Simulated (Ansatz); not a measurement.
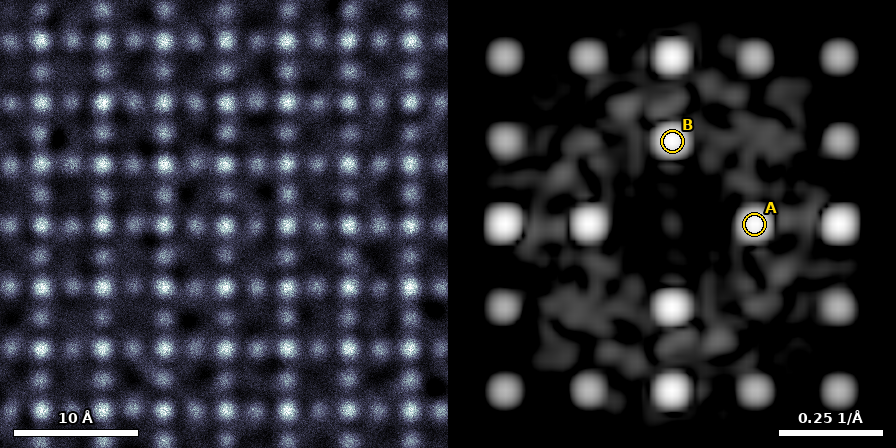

Dark-field STEM-like image of a crystal. Simulation: incoherent imaging, intensity Z^1.8 per atom, probe width 1.30 Å, thin sample. Shot noise and the speckle of an amorphous layer were added.

The right panel is the modulus of the image's Fourier transform on a logarithmic scale.

Q: Which lattice spacings do the marked spots stand for, and what angle do A and B enclose?

A: 5.0 Å, B: 5.0 Å; A and B enclose about 90°.

The crystal is ZnSe₃ (Pm-3m, No. 221) along [001]; the spots are (010) and (-1 0 0). Atomic positions: the end point of a relaxation with DFT PBE, scalar-relativistic, plane waves, PAW in Ansatz; the starting structure was generated, so it need not be a known form of this composition.
